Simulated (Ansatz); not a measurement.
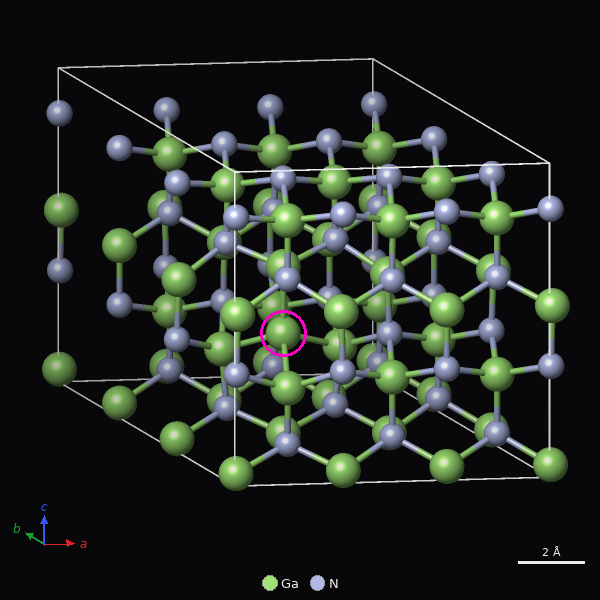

An orthographic ball-and-stick view of the structure, from a general direction. The frame is the supercell; atoms at its boundary are shown with their periodic copies. The host is GaN, in a cell of 72 sites, and the cell carries a charge of -1. A ring marks the defect's site.

> Spot the defect.

Gallium on a nitrogen site (an antisite). It is bonded to four Ga in a distorted tetrahedral arrangement at about 2.2 to 2.3 Å.

All computed values are from DFT PBE, scalar-relativistic, plane waves, PAW (Ansatz 0.2.0). Settings: wavefunction cutoff 420 eV, k-grid 1×1×1, Gaussian smearing of 0.01 eV, collinear spins.

> Does the defective cell carry a moment?

Yes, 3.0 μB in the cell.

The atoms were relaxed in the host's cell with DFT PBE, scalar-relativistic, plane waves, PAW in Ansatz 0.2.0.
